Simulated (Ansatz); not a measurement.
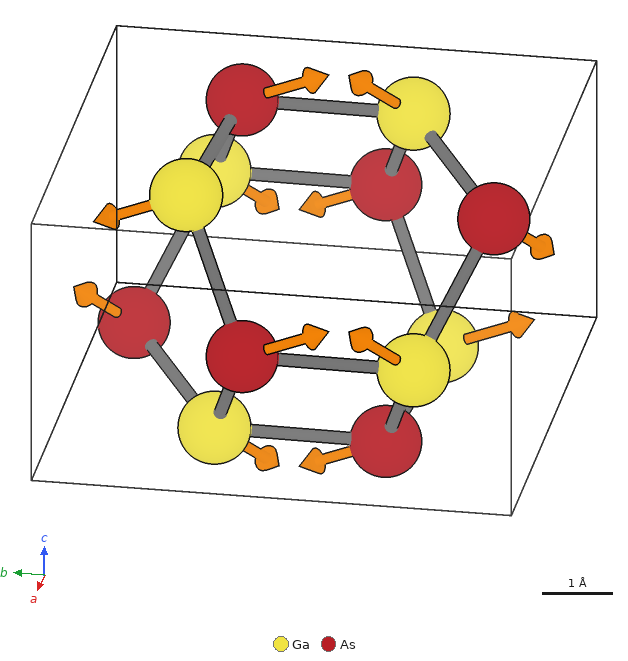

Phonons of solid GaAs (a generated structure), at the zone centre. The optical levels lie at 24, 53 (×2), 77, 85, 105, 158 (×2), 199, 208, 211 (×2), 216, 220, 238, 246 (×2), 247 (×2), 265, 267 cm⁻¹. One mode is drawn. Displacements are drawn as orange arrows; their common scale and sign are arbitrary. The picture is a ball-and-stick view of the cell of the calculation, seen from a free direction.

Level of theory: Ansatz, DFT PBE, scalar-relativistic, plane waves, PAW. Set-up: plane-wave cutoff 420 eV; k-point mesh 6 × 6 × 10; occupations gaussian; smearing width 0.01 eV; no spin polarisation.

Frequencies are those without the non-analytic (LO–TO) term.

Question: To which level does it belong?

Answer: The level at 199 cm⁻¹. This is the B₁g mode, optical level 7 of 16, counted from below, Raman-active by symmetry. Atoms of one kind move against one another, with no net shift of any sublattice; the kinetic energy is shared as Ga 53 %, As 47 %.
